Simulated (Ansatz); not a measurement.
## Ti2Co: band-structure calculation

- system: Ti2Co (6 atoms in the cell)
- method: DFT r2SCAN, scalar-relativistic, plane waves, PAW, spin-polarised (Ansatz 0.2.0)

The structure derives from an entry of the Crystallography Open Database. Figures and captions count atoms from 1; the log counts them from 0 in places.

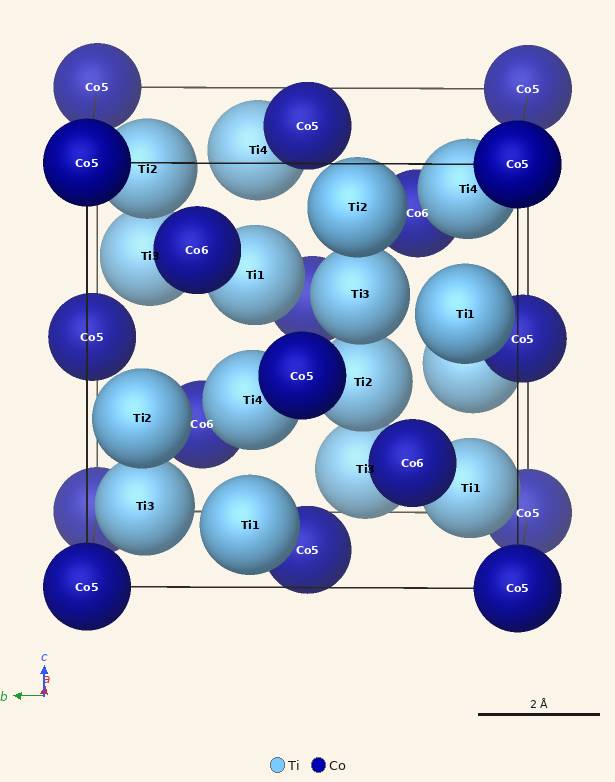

The structure (spheres-only view of the cell 4 times as large as that of the calculation, set on its symmetry axes, seen at an oblique angle; atoms are numbered from 1 in the order of the input). An atom can appear more than once, as a periodic image.

Input file:
```yaml
crystal:
  lattice:
    - [0.0, 3.5644574018, 3.5644574018]
    - [3.5644574018, 0.0, 3.5644574018]
    - [3.5644574018, 3.5644574018, 0.0]
  atoms:
    - { symbol: Ti, position: [0.625, 0.625, 0.625], spin: 0.41 }
    - { symbol: Ti, position: [0.125, 0.625, 0.625], spin: 0.41 }
    - { symbol: Ti, position: [0.625, 0.625, 0.125], spin: 0.41 }
    - { symbol: Ti, position: [0.625, 0.125, 0.625], spin: 0.41 }
    - { symbol: Co, position: [0.0, 0.0, 0.0], spin: 1.94 }
    - { symbol: Co, position: [0.25, 0.25, 0.25], spin: 1.94 }
basis:
  ecutwfc: 500
kpoints:
  mp_grid: { grid: [10, 10, 10] }
  band_path:
    path:
      - [[0.0, 0.0, 0.0], [0.5, 0.0, 0.5], [0.625, 0.25, 0.625]]
      - [[0.375, 0.375, 0.75], [0.0, 0.0, 0.0], [0.5, 0.5, 0.5], [0.5, 0.25, 0.75], [0.5, 0.0, 0.5]]
    npoints: 14
hamiltonian:
  xc: r2scan
scf:
  occupations: { method: gaussian, width: 0.1 }
  n_extra_bands: 15
output:
  forces: true
  stress: true
  eigenvalues: true
  populations: true
  dos: { projected: true, de: 0.02, nscf_kmesh: { grid: [15, 15, 15] } }
  bader: true
  write_density: true
  write_potential: true
  elf: true
  volumetric_format: npy
magnetization:
  spin_polarized: true
checkpoint:
  read: start.run
  write: ck
  compress: false
  write_wavefunctions: false
  write_every: 100000
```

Launch command:
```bash
ansatz run input.yaml --threads 2 --pin off --max-ram 5120MiB --backend cpu --events-out ev --progress --plain --runs-dir out
```

Output:
```
Warning: checkpoint.read: spin seed differs: saved 75c5dda728df…, current 3e5c00b4e1b6…; the loaded state replaces the seed-built initial guess (but the starting_ns of a DFT+U solve that opens without the state's occupation matrices), so the run may converge into the producing seed's basin, or, where the symmetry group that follows from this deck's starting moments and starting_ns does not hold the saved magnetisation, lose that magnetisation at its first build. Where atoms have moved since the state was saved, this difference can also decide whether moments are moved with them. A self-consistent run of this deck without the state starts from its starting moments and, under a DFT+U term, its starting_ns
scf.n_extra_bands = 15 over 41 filled bands (N_el = 82.0): the run solves 56 bands
Engine: ansatz 0.2.0, x86_64-unknown-linux-gnu
Pseudopotentials: kind: paw
Pseudopotential: Ti, paw, valence charge 12, recommended cutoff 500 eV (meta_gga), Ti.paw.azcp
Pseudopotential: Co, paw, valence charge 17, recommended cutoff 500 eV (meta_gga), Co.paw.azcp
Functional definition: r2SCAN
  parameter k0 = 0.174
  parameter k1 = 0.065
  parameter a1 = 4.9479
  exchange = r2scan_x(k0 = k0, k1 = k1, a1 = a1)
  correlation = r2scan_c
Crystal: 6 atoms, lattice volume = 90.575 Å³
Basis set: ecut = 500 eV, 2277 PW (Γ), exchange–correlation on 160×160×160 points (64 copies of the dense FFT grid, shifted against one another)
Bands: 56, of which v1, the nominal top of the filled ones, is band 41 counted from 1 (40 counted from 0)
Symmetry: 48 space group operations
Space group: Fd-3m (ITA 227), of the structure as read, at distance tolerance 4.5e-5 Å
Magnetic group: BNS 227.128 (UNI 1630), of the structure as read, at distance tolerance 4.5e-5 Å
k-points: 47 of 1000
Non-local potential: Ti, projectors of the file, l = 0: 3, l = 1: 2, l = 2: 3, l = 3: 1
Non-local potential: Co, projectors of the file, l = 0: 3, l = 1: 2, l = 2: 3, l = 3: 1
PAW form: soft (Blöchl's): semilocal exchange-correlation on the pseudo side does not see the compensation charge
PAW frozen core: Ti, regenerated for the run's functional (the file was generated under x = pbe(κ = 0.804, μ = 0.2195149727645171), c = pbe(β = 0.06672455060314922))
PAW frozen core: Co, regenerated for the run's functional (the file was generated under x = pbe(κ = 0.804, μ = 0.2195149727645171), c = pbe(β = 0.06672455060314922))
PAW one-centre angular grid: Ti, 590 points (default); XC on 160 Gauss nodes
PAW one-centre angular grid: Co, 590 points (default); XC on 160 Gauss nodes
Initial density: read from a saved state, or passed on in memory by an earlier SCF of this step, an earlier step, the calling program or the single point that the run made first
Stability of the state it starts from, as read at its close in the collinear treatment: not read, because the mixer in use, unlike msr1, does not test its closes by its own steps (another_mixer); its run was given moments
Starting moments: Σ|m| = 5.52 μB on 6 of 6 sites; this step starts from the density that it was given
Initial wavefunctions: pseudopotential atomic-orbital guess
Functional: x = r2scan, c = r2scan; τ floored in thin density (d = 2e-4 eV/Å³)
iter 1 solved again at ethr=6.17e-8 eV; its pass at ethr=3.10e-3 eV (dr2=5.06e-5 eV) is discarded
SCF iter   1: F=—  HF=-20277.644139 eV  |F-HF|=—  |Δ(HF+E_count)|=         —  Δρ=2.84e-7 (↑2.84e-7 ↓2.04e-7)  dr2=5.31e-11  dr2_τ=8.15e-12  dr2_m=2.55e-11  M=4.850 μB ∫|m|=6.072 μB  β_m=1.20  ethr=6.17e-8  ⟨swp⟩=4.0  Hψ=30467  notcnv=0
eigensolver tolerance schedule: the retry pair's looser diagonalisation over-reported the residual by 954203.60 of it (diagonalisation noise at an unbounded share of the residual, at the tolerance the schedule requests for it); recorded, not acted on — ethr = c·dr2/N_el stays at c = 1.0e-1
preconditioner: auto → Kerker (q_TF=auto, 2.683 Å⁻¹)  [metal: Δε(μ)=0.005 eV  Ē_g=4.356 eV  σ=0.100 eV  W_gap=0.03  n_scr=26 (ndim 8)  ℏωp=22.8 eV  f_vac=0.000  D(μ)=4.62/eV (n_scr^D=50)]
spin=Collinear: Kerker preconditioning applied to the charge; magnetization (m = ρ↑ − ρ↓) channel mixes plain (no charge-response kernel on spin).
SCF iter   2: F=-20277.644139 eV  HF=-20277.644139 eV  |F-HF|=6.18e-11  |Δ(HF+E_count)|=   5.25e-8  Δρ=2.85e-7 (↑2.85e-7 ↓1.70e-7)  dr2=1.05e-10  dr2_τ=6.50e-12  dr2_m=1.72e-11  M=4.850 μB ∫|m|=6.072 μB  ethr=1.00e-12  ⟨swp⟩=10.0  Hψ=31233  notcnv=0
SCF 1 converged in 2 iterations: F = -20277.644139 eV  dr2 = 1.05e-10
  greatest PAW one-centre occupation: 1.004 electrons in one spin orbital (limit 2), on the Co atom at site 5 (counted from 0), in its partial waves of l = 1
this state was not tested for a lower state beside it, because the mixer in use, unlike msr1, does not test its closes by its own steps (another_mixer; see scf.mixing.algorithm and scf.lower_state_search)
NSCF: frozen V_eff on 86 k-points
NSCF: frozen V_eff on 120 k-points
SCF converged after 2 iterations
Magnetization: 4.8496 μB (43.4248 up, 38.5752 down)
Absolute magnetization: 6.0899 μB (∫|ρ↑−ρ↓|, with the PAW one-centre terms)
Spin contamination: 0.6005 ħ² per cell (⟨S²⟩ above its minimum at these occupations)
Per-site moments (μB) at R_I (Å): [(0.3765001503235516, 1.039686450026137), (0.37650015032355144, 1.039686450026137), (0.3765001503235517, 1.039686450026137), (0.37650015032355216, 1.039686450026137), (1.7643598469134072, 1.219140427619367), (1.7643598469134063, 1.219140427619367)]
Free energy (F): -20277.644139 eV
Harris-Foulkes:  -20277.644139 eV  (|F-HF|=6.18e-11)
Internal energy: -20277.621058 eV  (E = F + TS)
E sigma→0 (E₀):  -20277.632598 eV
Entropy (-TS):   -0.023081 eV (-3.847 meV/atom)
Fermi energy:    14.332144 eV
--- Per-component energies (eV) ---
  E_band       = -1290.584914
  E_kinetic    = 2004.938718
  E_local      = -9796.863863  (includes V_loc(G=0)·N_el)
  E_nonlocal   = 949.056023
  E_hartree    = 4108.978881
  E_xc         = -686.183491
  E_vxc        = -990.842912  (∫ρ·V_xc dr)
  E_paw        = -7278.812896  (= ΣΔE_a)
  E_vpaw       = -1741.337934  (= ΣTr[D̂ρ^β])
  E_aug_tail   = 0.000447  (compensation charges beyond the density's cutoff)
  E_vtau       = 66.506211  (kinetic-family band-sum trace: ∫τ·v_τ [+ j·A + Jᵃ·Aᵃ] dr)
  E_ewald      = -9577.130636
  E_core_change = -1.604241  (= ΣΔE_core)
  E_smearing   = -0.023081  (= −TS)
  E_closure    = 0.000000  (closes the sum)
  Σ components = -20277.644139   (vs F -20277.644139, Δ=0.00e0)
--- Forces (eV/Å), atoms counted from 1 ---
  atom   1  Ti     0.00000000    -0.00000000     0.00000000
  atom   2  Ti     0.00000000    -0.00000000     0.00000000
  atom   3  Ti     0.00000000     0.00000000     0.00000000
  atom   4  Ti     0.00000000    -0.00000000    -0.00000000
  atom   5  Co     0.00000000    -0.00000000     0.00000000
  atom   6  Co    -0.00000000     0.00000000    -0.00000000
  max |Σ_I F_I| component: 4.34e-19 eV/Å
--- Stress (GPa, compression-positive) ---
        0.026631       0.000000       0.000000
       -0.000000       0.026631      -0.000000
       -0.000000       0.000000       0.026631
  P = ⅓ Tr σ = 0.0266 GPa (0.266 kbar)
--- Band table (eV; the first three rows and the last of 94) ---
  k-point 0 ↑: bands = ["-85.5123", "-85.5108", "-47.2989", "-47.2989", "-47.2989", "-47.2916", "-47.2916", "-47.2916", "-44.7477", "-44.3290", "-44.3290", "-44.3290", "-21.2449", "-20.2463", "-20.2463", "-20.2463", "-19.9322", "-19.9322", "-19.2309", "-19.2309", "-19.2309", "-19.0883", "-19.0883", "-19.0883", "7.5989", "10.2371", "10.9521", "10.9521", "10.9521", "11.6459", "11.6459", "11.6459", "11.6968", "11.6968", "12.2004", "12.2004", "12.2004", "12.2508", "12.2508", "13.2632", "13.2632", "13.2632", "13.5709", "13.5709", "17.3319", "17.6697", "17.6697", "17.6697", "17.7255", "17.7255", "17.7255", "17.9883", "17.9883", "17.9883", "18.0815", "18.0815"]
  k-point 1 ↑: bands = ["-85.5122", "-85.5109", "-47.2990", "-47.2990", "-47.2988", "-47.2917", "-47.2916", "-47.2916", "-44.7402", "-44.3369", "-44.3290", "-44.3290", "-21.2143", "-20.2393", "-20.2322", "-20.2322", "-19.9257", "-19.9257", "-19.2480", "-19.2480", "-19.2308", "-19.1328", "-19.0941", "-19.0941", "7.7082", "10.3132", "10.9662", "10.9662", "10.9789", "11.5149", "11.6123", "11.6123", "11.7024", "11.7024", "12.2529", "12.2529", "12.2668", "12.3045", "12.3045", "13.2013", "13.3064", "13.3064", "13.5967", "13.5967", "17.0645", "17.1905", "17.1905", "17.2495", "17.6953", "17.6953", "17.7128", "17.9855", "17.9855", "18.2364", "18.3770", "18.3770"]
  k-point 2 ↑: bands = ["-85.5122", "-85.5109", "-47.2991", "-47.2991", "-47.2987", "-47.2919", "-47.2914", "-47.2914", "-44.7193", "-44.3592", "-44.3291", "-44.3291", "-21.1301", "-20.2148", "-20.1956", "-20.1956", "-19.9022", "-19.9022", "-19.3033", "-19.3033", "-19.2596", "-19.2307", "-19.1050", "-19.1050", "8.0277", "10.4886", "11.0077", "11.0077", "11.0286", "11.3208", "11.5430", "11.5430", "11.7193", "11.7193", "12.2524", "12.2524", "12.3246", "12.5652", "12.5652", "13.0449", "13.3972", "13.3972", "13.7271", "13.7271", "16.2188", "16.5448", "16.5448", "16.7318", "17.5216", "17.5216", "17.6798", "17.9569", "17.9569", "18.4140", "18.4140", "18.6184"]
  k-point 46 ↓: bands = ["-82.7106", "-82.7106", "-44.5436", "-44.5436", "-44.5367", "-44.5367", "-44.5306", "-44.5306", "-44.0580", "-44.0580", "-43.8546", "-43.8546", "-19.8349", "-19.8349", "-19.5076", "-19.5076", "-19.2626", "-19.2626", "-19.2408", "-19.2408", "-18.9882", "-18.9882", "-18.6762", "-18.6762", "10.4220", "10.4220", "11.5418", "11.5418", "12.8260", "12.8260", "12.9314", "12.9314", "13.4504", "13.4504", "13.5738", "13.5738", "13.6263", "13.6263", "14.6030", "14.6030", "14.6764", "14.6764", "15.6184", "15.6184", "15.9650", "15.9650", "16.1936", "16.1936", "16.9210", "16.9210", "17.0550", "17.0550", "17.9448", "17.9448", "18.7166", "18.7166"]
--- Löwdin populations: 6 sites ---
  site symbol       q [e]    m [muB]
     0     Ti     11.9498     0.3958
     1     Ti     11.9498     0.3958
     2     Ti     11.9498     0.3958
     3     Ti     11.9498     0.3958
     4     Co     16.6011     1.7624
     5     Co     16.6011     1.7624
  spilling = 0.012176 (of n_electrons = 82.000000)
--- Bader charges: 6 sites ---
  site symbol  charge [e]  shift [e]    m [muB]
     0     Ti      0.4682     0.0001     0.3993
     1     Ti      0.4683     0.0001     0.3993
     2     Ti      0.4682     0.0001     0.3993
     3     Ti      0.4682     0.0001     0.3993
     4     Co     -0.9365     0.0002     1.6263
     5     Co     -0.9365     0.0002     1.6263
  estimated error of the sums over rays = 8.9e-4 e
```

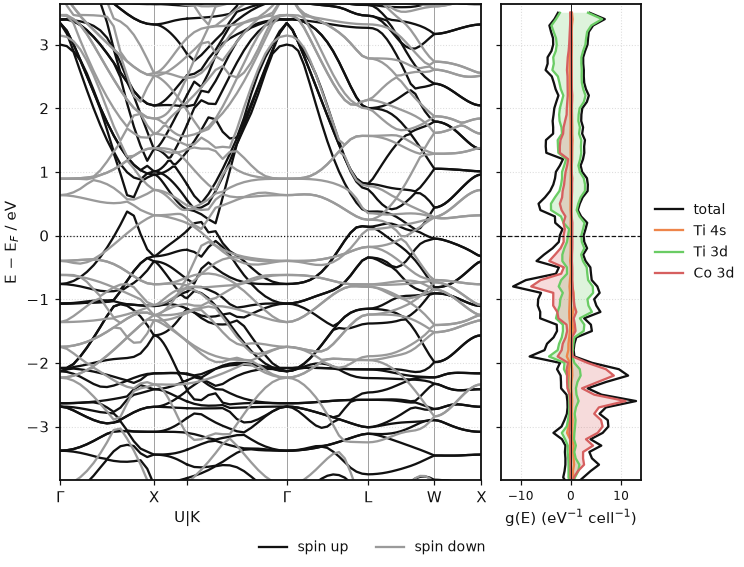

Band structure along Γ–X–U|K–Γ–L–W–X and density of states (projected on Löwdin-orthogonalised atomic shells), with energies from the Fermi level. Bands cross the Fermi level: a metal at this level of theory.

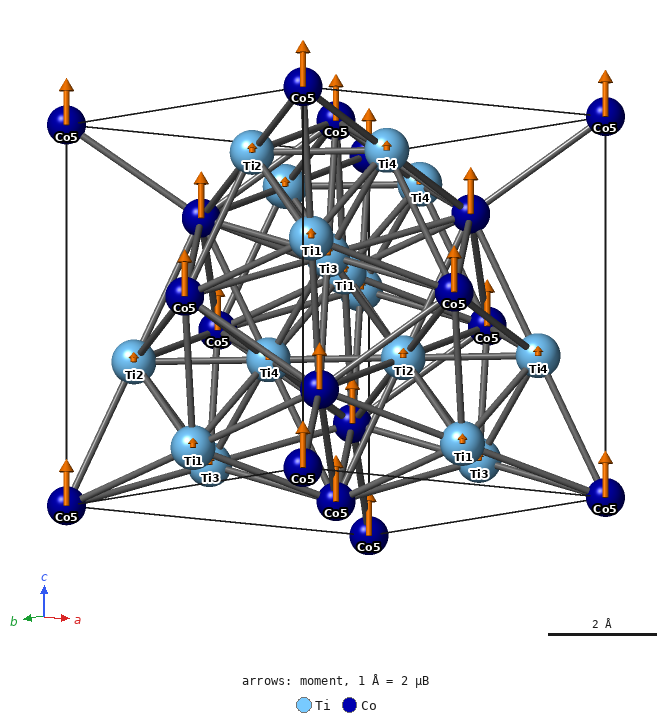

Magnetic moments of the sites as orange arrows (ball-and-stick view of the cell 4 times as large as that of the calculation, set on its symmetry axes, seen at an oblique angle; atoms are numbered from 1 in the order of the input); small moments hardly show. The run is collinear, so the axis drawn is arbitrary. Site moments: Co5, Co6 (1.76 μB); all 4 Ti atoms (0.38 μB). They are counted near the atoms and needn't add up to the moment of the cell.

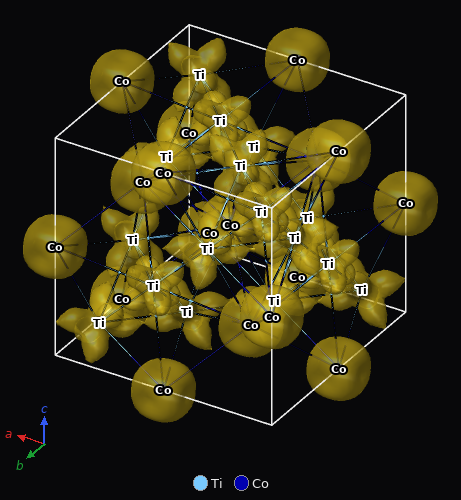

Isosurfaces of the spin density (up minus down) at +0.08 (yellow) and −0.08 e/Å³ (cyan), seen at an oblique angle. Sticks mark near contacts. The outline is the cell set on symmetry axes. The cell of the calculation (6 atoms) carries 4.8 μB net. Only one sign reaches the isovalue. The fields are those of the smooth PAW valence density.

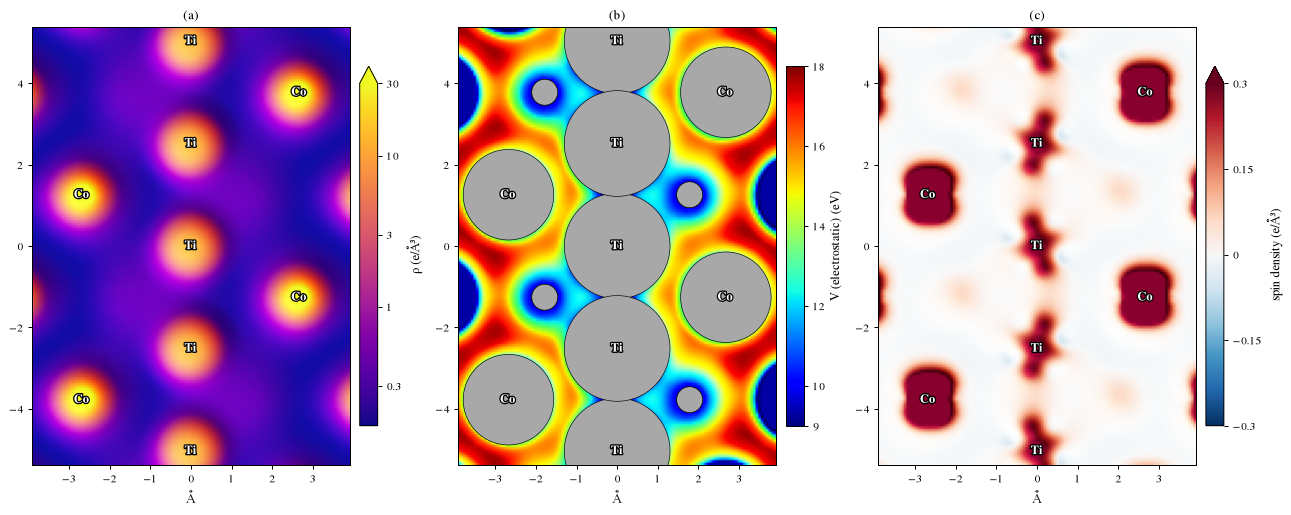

(a) valence pseudo-density; (b) electrostatic potential (local pseudopotential plus Hartree) felt by an electron; (c) spin density (up minus down) on the (011) plane of the conventional cell. Grey discs, where drawn, cover atomic cores. Ti–Ti (2.52 Å): ρ at the midpoint is about 0.3 e/Å³. Ti–Co (2.96 Å): ρ is about 0.2 e/Å³ halfway. Away from the nuclei the density in this plane falls to 0.16 e/Å³ at its lowest. The cell of the calculation (6 atoms) carries 4.8 μB net. Outside the cores the potential energy rises away from the atoms and is highest about 1.6 Å from the nearest atoms; outside the discs it spans about 8 eV, and its zero is arbitrary.

Results in brief:

- outcome: converged
- space group (tolerance 0.01 Å): Fd-3m (227)
- electrons treated: 82
- free energy: −20277.6441 eV
- Fermi energy: 14.332 eV
- gap on the k-point mesh: none (metallic)
- net moment of the cell: 4.85 μB
- integrated absolute moment: 6.09 μB
- pressure: 0.03 GPa
- largest force (length of the vector): under 0.001 eV/Å
- hardware: 2 threads of Intel Xeon @ 2.50GHz (Skylake/Cascade Lake), 189 GiB of memory available, shared host
- wall time: 2.8 min (CPU time 5.5 min)
- peak memory: 1.1 GiB

Notes:

The electronic state found may not be the lowest one. The program warns: the state was not tested for a lower one.
